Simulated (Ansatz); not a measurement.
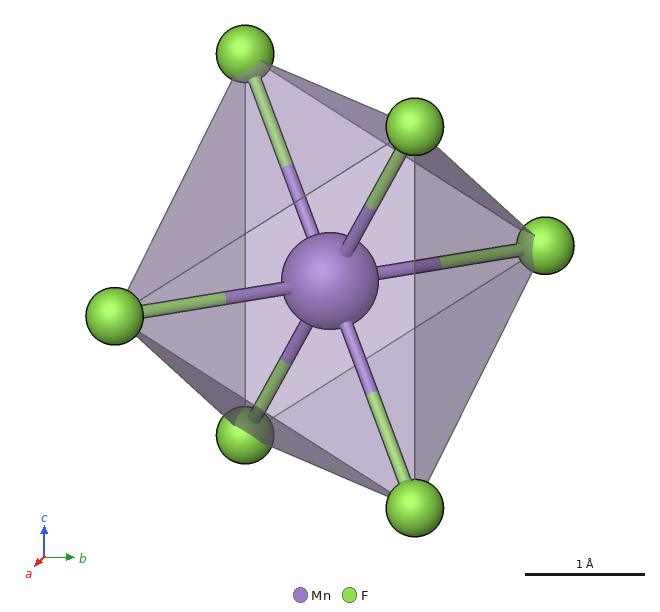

Coordination of Mn in MnF2 (P4_2/mnm). Shape measures S are computed against regular polyhedra or, for capped shapes, the nearer of the equal-edge and equal-bond forms. Origin: the geometry relaxed with DFT PBE, scalar-relativistic, plane waves, PAW (Ansatz 0.2.0).

> Name the coordination polyhedron and say how regular it is.

MnF6: a slightly distorted octahedron (coordination number 6, S = 0.68; next best trigonal prism, S = 15.9).

> Does the central atom sit at the centroid of its ligands?

Yes, to within 0.01 Å; the site symmetry is mmm.

> How long are the bonds?

2 × Mn–F 2.14 Å and 4 × Mn–F 2.16 Å. The next neighbour, not counted, lies at 3.34 Å.
